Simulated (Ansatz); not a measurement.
# Single-point calculation of Al5P4

System: Al5P4 (slab, 9 atoms in the cell).
Method: DFT PBE, scalar-relativistic, plane waves, PAW, no spin polarisation (Ansatz 0.2.0).

The structure derives from an entry of the Crystallography Open Database. It belongs to a series of runs on one base structure; here: (1 0 0) slab cut from the bulk. Figures and captions count atoms from 1; the log counts them from 0 in places.

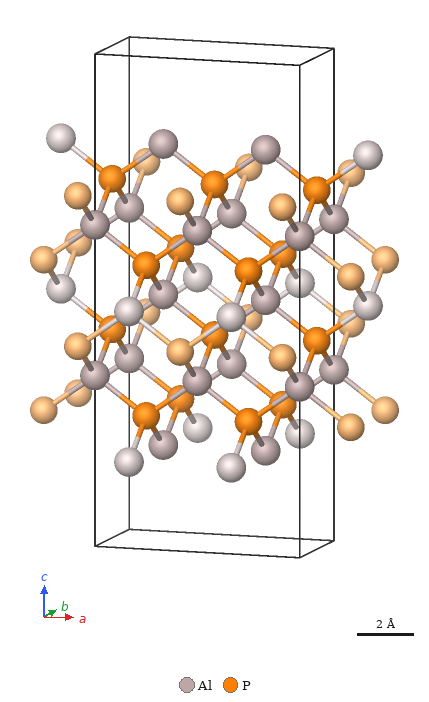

Figure 1. The input geometry (ball-and-stick view of the 2 × 1 repeat of the cell, with the vacuum cut short, seen slightly off an axis; neighbours outside the cell are drawn fainter). An atom can appear more than once, as a periodic image.

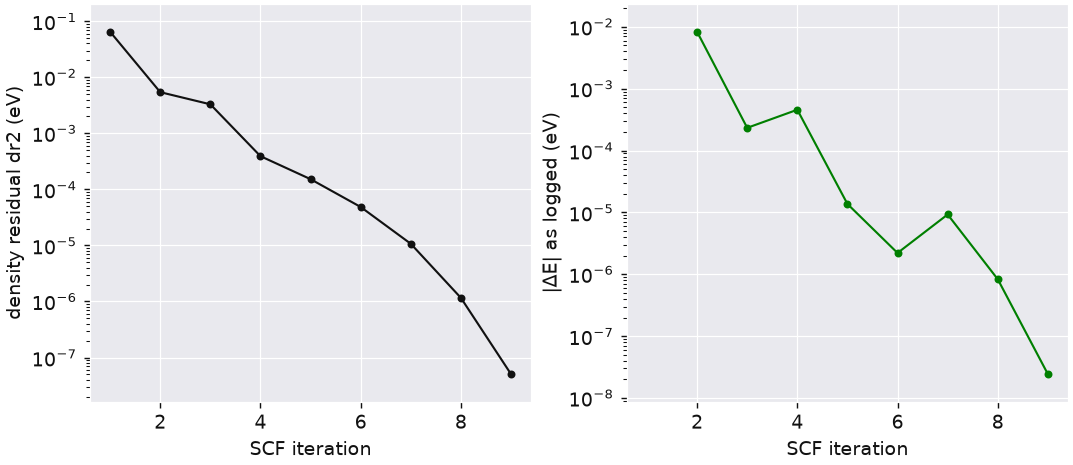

Figure 2. Convergence of the self-consistent field: density residual dr2 and size of the energy change against the SCF iteration. The residual falls at every step.

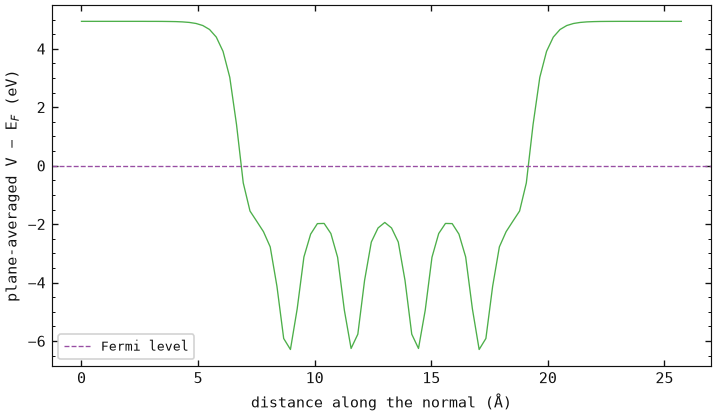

Figure 3. Plane average of the electrostatic potential energy of an electron across the cell, from the Fermi level. The vacuum level lies 4.94 eV above the Fermi level.

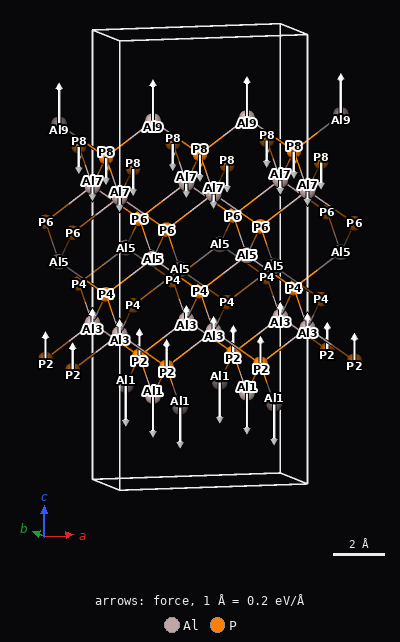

Figure 4. Forces on the atoms as white arrows (ball-and-stick view of the 2 × 1 repeat of the cell, with the vacuum cut short, seen slightly off an axis; neighbours outside the cell are drawn fainter; atoms are numbered from 1 in the order of the input). The largest act on Al1, Al9 (0.35 eV/Å); P2, P8 (0.24 eV/Å); Al3, Al7 (0.14 eV/Å). The geometry is not a stationary point of this energy.

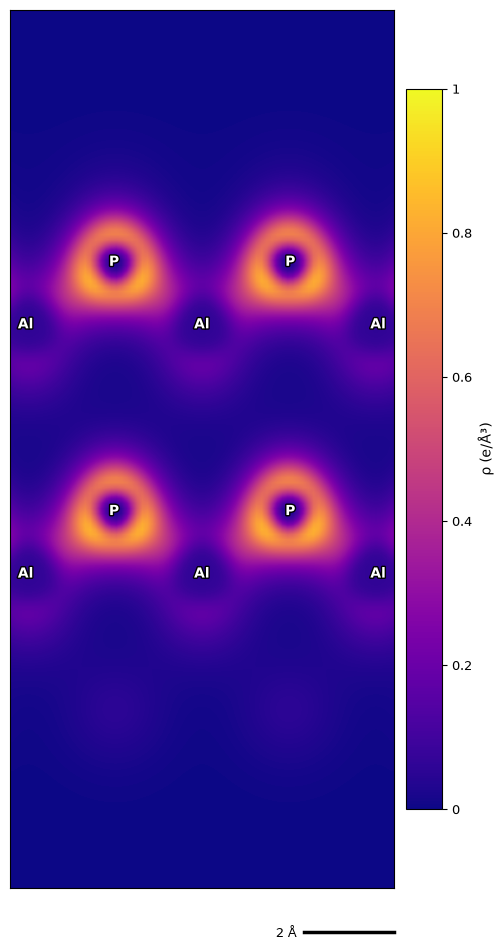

Figure 5. Valence electron density on the (100) plane of the calculation cell, a cut from vacuum to vacuum. Al–P (2.38 Å): the density is about 0.51 e/Å³ at the midpoint. The density dies away to nearly zero in the vacuum. In a PAW calculation such maps are meaningful between the atoms, not at the nuclei.

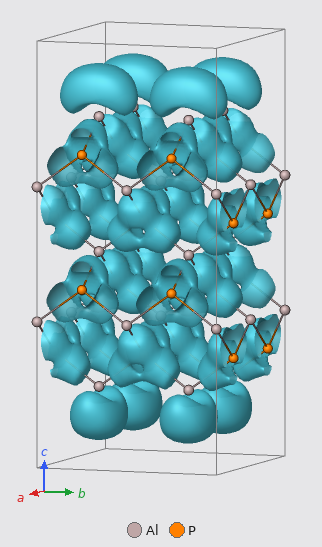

Figure 6. Isosurface of the ELF at 0.75 (cyan), seen slightly off an axis. Core shells and regions of very low density are left out. Sticks mark near contacts. Along the contacts the grid gives the following.

These pictures come from the run below.

### Input file
```yaml
crystal:
  lattice:
    - [3.8938964222, 0.0, 0.0]
    - [0.0, 3.8938964222, 0.0]
    - [0.0, 0.0, 26.0136022615]
  atoms:
    - { symbol: Al, position: [0.5, 0.5, 0.2883107047] }
    - { symbol: P, position: [0.5, 0.0, 0.3412330285] }
    - { symbol: Al, position: [0.0, 0.0, 0.3941553524] }
    - { symbol: P, position: [0.0, 0.5, 0.4470776762] }
    - { symbol: Al, position: [0.5, 0.5, 0.5] }
    - { symbol: P, position: [0.5, 0.0, 0.5529223238] }
    - { symbol: Al, position: [0.0, 0.0, 0.6058446476] }
    - { symbol: P, position: [0.0, 0.5, 0.6587669715] }
    - { symbol: Al, position: [0.5, 0.5, 0.7116892953] }
basis:
  ecutwfc: 420
kpoints:
  mp_grid: { grid: [7, 7, 1] }
hamiltonian:
  xc: pbe
scf:
  occupations: { method: gaussian, width: 0.05 }
output:
  forces: true
  stress: true
  eigenvalues: true
  write_density: true
  write_potential: true
  elf: true
  volumetric_format: npy
efield:
  axis: 3
  dipole_correction: true
  ramp_width: 0.04
```

Run as:
```bash
ansatz run input.yaml --threads 1 --pin off --max-ram 2560MiB --backend cpu --events-out ev --progress --plain --runs-dir out
```

### Output
```
Engine: ansatz 0.2.0, x86_64-unknown-linux-gnu
Pseudopotentials: kind: paw
Pseudopotential: Al, paw, valence charge 3, recommended cutoff 420 eV (normal), Al.paw.azcp
Pseudopotential: P, paw, valence charge 5, recommended cutoff 420 eV (normal), P.paw.azcp
Functional definition: PBE
  parameter kappa = 0.804
  parameter beta = 0.06672455060314922
  exchange = pbe_x(kappa = kappa, mu = beta*pi^2/3)
  correlation = pbe_c(beta = beta)
Crystal: 9 atoms, lattice volume = 394.429 Å³
Basis set: ecut = 420 eV, 7775 PW (Γ), exchange–correlation on 54×54×360 points (8 copies of the dense FFT grid, shifted against one another)
Bands: 27, of which v1, the nominal top of the filled ones, is band 18 counted from 1 (17 counted from 0)
Symmetry: 4 space group operations
k-points: 16 of 49
Non-local potential: Al, projectors of the file, l = 0: 2, l = 1: 2, l = 2: 1
Non-local potential: P, projectors of the file, l = 0: 2, l = 1: 2, l = 2: 2
PAW form: soft (Blöchl's): semilocal exchange-correlation on the pseudo side does not see the compensation charge
PAW one-centre angular grid: Al, 110 points (default); XC on 64 Gauss nodes
PAW one-centre angular grid: P, 110 points (default); XC on 64 Gauss nodes
Initial density: superposition of atomic densities (neutral atoms: chi_scale 0, normalization atom), corrected by the library's trained network
Initial wavefunctions: pseudopotential atomic-orbital guess
Functional: x = pbe(κ = 0.804, μ = 0.2195149727645171), c = pbe(β = 0.06672455060314922)
SCF iter   1: F=—  HF=-5711.477486 eV  |F-HF|=—  |Δ(HF+E_count)|=         —  Δρ=2.09e-3  dr2=6.47e-2  ethr=1.77e-3  p=0.000 e·Å  D=2.50e-14 V/Å  ΔV_dip=-0.00 eV  dr2_dipole=6.09e-6  V_vac-E_F(+/−)=4.73/4.73 eV  ⟨swp⟩=10.6  Hψ=3185  notcnv=0  defer=7
efield: sawtooth ramp at fractional position 0.9800 (placed from the atoms, in the widest stretch of the axis that holds none; the zero of the levels goes with the place), width 0.0400; the density the first Hamiltonian is built on has a dipole p = 0.000 e·Å; the dipole correction subtracts the counter field D = 2.50e-14 V/Å, which shifts the + side's vacuum level by -0.00 eV against the − side's; the planar-averaged density in the ramp window peaks in size at 4.4e-5 e/Å³
preconditioner: auto → LDOS  [insulator: Δε(μ)=0.095 eV  Ē_g=7.725 eV  σ=0.050 eV  W_gap=0.59  n_scr=42 (ndim 8)  ℏωp=11.1 eV  f_vac=0.415  D(μ)=6.12/eV (n_scr^D=24)  ε∞_Penn≈3.1  β→1.0]
SCF iter   2: F=—  HF=-5711.469162 eV  |F-HF|=—  |Δ(HF+E_count)|=   8.32e-3  Δρ=9.03e-4  dr2=5.42e-3  ethr=1.85e-4  p=-0.000 e·Å  D=-5.38e-5 V/Å  ΔV_dip=0.00 eV  dr2_dipole=4.93e-8  V_vac-E_F(+/−)=4.88/4.88 eV  ⟨swp⟩=3.4  Hψ=908  notcnv=0  defer=61
SCF iter   3: F=—  HF=-5711.469396 eV  |F-HF|=—  |Δ(HF+E_count)|=   2.33e-4  Δρ=4.46e-4  dr2=3.29e-3  ethr=1.55e-5  p=-0.000 e·Å  D=-3.20e-5 V/Å  ΔV_dip=0.00 eV  dr2_dipole=1.49e-6  V_vac-E_F(+/−)=4.89/4.89 eV  ⟨swp⟩=2.1  Hψ=637  notcnv=0  defer=61
SCF iter   4: F=—  HF=-5711.468939 eV  |F-HF|=—  |Δ(HF+E_count)|=   4.57e-4  Δρ=1.54e-4  dr2=3.91e-4  ethr=9.39e-6  p=-0.000 e·Å  D=-2.21e-5 V/Å  ΔV_dip=0.00 eV  dr2_dipole=2.69e-7  V_vac-E_F(+/−)=4.91/4.91 eV  ⟨swp⟩=2.2  Hψ=598  notcnv=0  defer=61
SCF iter   5: F=—  HF=-5711.468925 eV  |F-HF|=—  |Δ(HF+E_count)|=   1.37e-5  Δρ=6.23e-5  dr2=1.52e-4  ethr=1.12e-6  p=-0.000 e·Å  D=-1.46e-5 V/Å  ΔV_dip=0.00 eV  dr2_dipole=5.70e-8  V_vac-E_F(+/−)=4.92/4.92 eV  ⟨swp⟩=2.8  Hψ=635  notcnv=0  defer=61
SCF iter   6: F=—  HF=-5711.468923 eV  |F-HF|=—  |Δ(HF+E_count)|=   2.21e-6  Δρ=3.36e-5  dr2=4.85e-5  ethr=4.33e-7  p=-0.000 e·Å  D=-7.05e-6 V/Å  ΔV_dip=0.00 eV  dr2_dipole=2.35e-8  V_vac-E_F(+/−)=4.93/4.93 eV  ⟨swp⟩=2.2  Hψ=422  notcnv=0  defer=61
SCF iter   7: F=—  HF=-5711.468913 eV  |F-HF|=—  |Δ(HF+E_count)|=   9.26e-6  Δρ=1.66e-5  dr2=1.07e-5  ethr=1.39e-7  p=-0.000 e·Å  D=-9.78e-7 V/Å  ΔV_dip=0.00 eV  dr2_dipole=2.07e-11  V_vac-E_F(+/−)=4.94/4.94 eV  ⟨swp⟩=2.1  Hψ=465  notcnv=0  defer=61
SCF iter   8: F=—  HF=-5711.468913 eV  |F-HF|=—  |Δ(HF+E_count)|=   8.31e-7  Δρ=7.52e-6  dr2=1.16e-6  ethr=3.06e-8  p=0.000 e·Å  D=3.47e-7 V/Å  ΔV_dip=-0.00 eV  dr2_dipole=7.07e-10  V_vac-E_F(+/−)=4.94/4.94 eV  ⟨swp⟩=2.3  Hψ=451  notcnv=0  defer=61
SCF iter   9: F=-5711.468913 eV  HF=-5711.468913 eV  |F-HF|=3.02e-9  |Δ(HF+E_count)|=   2.43e-8  Δρ=2.49e-6  dr2=5.06e-8  ethr=2.86e-10  p=0.000 e·Å  D=3.73e-7 V/Å  ΔV_dip=-0.00 eV  dr2_dipole=2.78e-11  V_vac-E_F(+/−)=4.94/4.94 eV  ⟨swp⟩=18.8  Hψ=4395  notcnv=0
SCF 1 converged in 9 iterations: F = -5711.468913 eV  dr2 = 5.06e-8
  greatest PAW one-centre occupation: 0.785 electrons in one spin orbital (limit 2), on the P atom at site 1 (counted from 0), in its partial waves of l = 0
WARN: The output density's exchange-correlation potential varies sharply where the density is thin. Do not read a vacuum level from v_tot or v_xc, or from such a field of the output density. On a cell that repeats whose density bears no net charge and no dipole along the vacuum's axis use v_es (v_loc + v_h of the components); under efield.dipole_correction with no amplitude use v_es + v_field, which holds any external_charges[].barrier, or the levels of the report's work_function block, which leave it out; under a non-zero efield.amplitude the vacuum is tilted and has no level; on a cell that repeats and bears such a dipole with no correction it is tilted too, and efield.dipole_correction with no amplitude gives each side of its ramp a level where efield: is served; in a cell that repeats whose density bears a net charge (total_charge, or a fill off its count) it is curved and has none; of a slab under crystal.periodic whose density bears no net charge use v_es, which has a level on each side, short of where the two are joined; of another it falls or rises all the way out and has none; of a slab beside external_charges read slab_vacuum_level instead, which it has where they leave it neutral. The grid or the basis barely resolves most such structure, and the values can differ between equally converged runs; as a rule a tighter scf.convergence.dr2_threshold does not remove it. Where the density itself ripples (under the LDA too) a higher basis.ecutwfc lessens it. The files hold the spikes' plane waves up to the density's cutoff. Files: v_tot_of_output_density and the like, and their columns of v_z.tsv (output.write_potential); v_xc_of_output_density and the like, and their columns of v_comp_z.tsv (output.write_potential_components). Measured: with its Gaussian average of σ = 0.25 Å subtracted twice, the exchange-correlation potential is over 0.1 eV at 32 of the grid points where the equally averaged density (valence and model cores) is under 1e-3 e/Å³, and 0.128 eV at the most among them, at an averaged density of 4.4e-8 e/Å³. The input density's (outcome.potential() and, of a run that writes arrays, v_tot and v_xc) is over 0.1 eV, so measured, at 22 points of its own thin density, 0.110 eV at the most. See output.write_potential in the manual, Limitations
SCF converged after 9 iterations
Free energy (F): -5711.468913 eV
Harris-Foulkes:  -5711.468913 eV  (|F-HF|=3.02e-9)
Internal energy: -5711.461136 eV  (E = F + TS)
E sigma→0 (E₀):  -5711.465024 eV
Entropy (-TS):   -0.007776 eV (-0.864 meV/atom)
Fermi energy:    0.225743 eV
Dipole field:    D = -0.000005 V/Å  (p = -0.000010 e·Å, saw-weighted, corrected)
Work function:   Φ+ = 4.9384 eV   Φ− = 4.9383 eV
Levels:          The Fermi level and band energies are counted from a zero that moves with the ramp; work functions are not
--- Per-component energies (eV) ---
  E_band       = -167.458030
  E_kinetic    = 388.079838
  E_local      = -9412.474833  (includes V_loc(G=0)·N_el)
  E_nonlocal   = 189.226804
  E_hartree    = 4548.455029
  E_xc         = -439.502601
  E_vxc        = -380.615751  (∫ρ·V_xc dr)
  E_paw        = -4614.290093  (= ΣΔE_a)
  E_vpaw       = -48.584563  (= ΣTr[D̂ρ^β])
  E_aug_tail   = 0.000002  (compensation charges beyond the density's cutoff)
  E_efield     = 0.000000  (sawtooth field / dipole correction)
  E_vefield    = 0.000000  (∫n·V_field dr)
  E_ewald      = 3629.044717
  E_smearing   = -0.007776  (= −TS)
  E_closure    = -0.000000  (closes the sum)
  Σ components = -5711.468913   (vs F -5711.468913, Δ=0.00e0)
--- Forces (eV/Å), atoms counted from 1 ---
  atom   1  Al     0.00000000     0.00000000    -0.34986497
  atom   2  P      0.00000000     0.00000000     0.23827387
  atom   3  Al     0.00000000     0.00000000     0.13560568
  atom   4  P      0.00000000     0.00000000    -0.02887085
  atom   5  Al     0.00000000     0.00000000    -0.00000601
  atom   6  P      0.00000000     0.00000000     0.02890099
  atom   7  Al     0.00000000     0.00000000    -0.13560509
  atom   8  P      0.00000000     0.00000000    -0.23828815
  atom   9  Al     0.00000000     0.00000000     0.34986888
  max |Σ_I F_I| component: 1.44e-5 eV/Å
--- Stress (GPa, compression-positive) ---
       -0.539415       0.000000       0.000000
        0.000000      -0.539402       0.000000
        0.000000       0.000000       0.494889
  P = ⅓ Tr σ = -0.1946 GPa (-1.946 kbar)
--- Band table (eV; the first three rows and the last of 16) ---
  k-point 0: bands = ["-11.9235", "-11.5236", "-10.8783", "-10.1611", "-5.7386", "-4.9995", "-3.7283", "-2.6253", "-2.6253", "-2.2582", "-2.2582", "-2.2080", "-1.6655", "-1.6655", "-1.0159", "-1.0159", "-0.3077", "0.1446", "1.1642", "1.6167", "2.0690", "2.1065", "2.7048", "2.9914", "3.2183", "3.4278", "3.8336"]
  k-point 1: bands = ["-11.7821", "-11.3975", "-10.7832", "-10.1165", "-5.6498", "-5.0452", "-4.1200", "-3.2579", "-3.0465", "-2.5326", "-2.5099", "-2.1618", "-2.0388", "-1.6066", "-1.4497", "-1.0146", "-0.0070", "0.0598", "1.5460", "2.0418", "2.5941", "2.8982", "2.9886", "3.2041", "3.5335", "3.7416", "3.9267"]
  k-point 2: bands = ["-11.3823", "-11.0567", "-10.5620", "-10.0799", "-5.6179", "-5.4347", "-4.9182", "-4.3439", "-3.7070", "-3.3892", "-2.2569", "-2.1879", "-1.9080", "-1.7004", "-1.4826", "-1.0733", "-0.1602", "0.1579", "1.6722", "2.1200", "2.6161", "2.7650", "3.1788", "3.8118", "4.0882", "4.1465", "4.4821"]
  k-point 15: bands = ["-9.9878", "-9.9370", "-9.8578", "-9.8065", "-5.7835", "-5.6207", "-5.6007", "-4.9574", "-4.9067", "-3.7270", "-3.6112", "-3.0790", "-3.0358", "-2.8913", "-2.8806", "-2.7224", "0.0456", "0.2171", "0.5182", "0.5518", "1.9136", "1.9971", "2.4334", "2.9391", "3.5744", "3.9811", "4.0586"]
```

### Summary

| quantity | value |
| --- | --- |
| outcome | converged |
| electrons treated | 35 |
| free energy | −5711.4689 eV |
| work function, top face | 4.94 eV |
| work function, bottom face | 4.94 eV |
| Fermi energy | 0.226 eV |
| gap on the k-point mesh | none (metallic) |
| work function (upper face) | 4.94 eV |
| largest force (length of the vector) | 0.350 eV/Å |
| hardware | 1 thread of Intel Xeon @ 2.50GHz (Skylake/Cascade Lake), 189 GiB of memory available, shared host |
| wall time | 47 s |
| peak memory | 0.53 GiB |

### Notes

Warnings of the run: the exchange-correlation potential is rough where the density is thin.
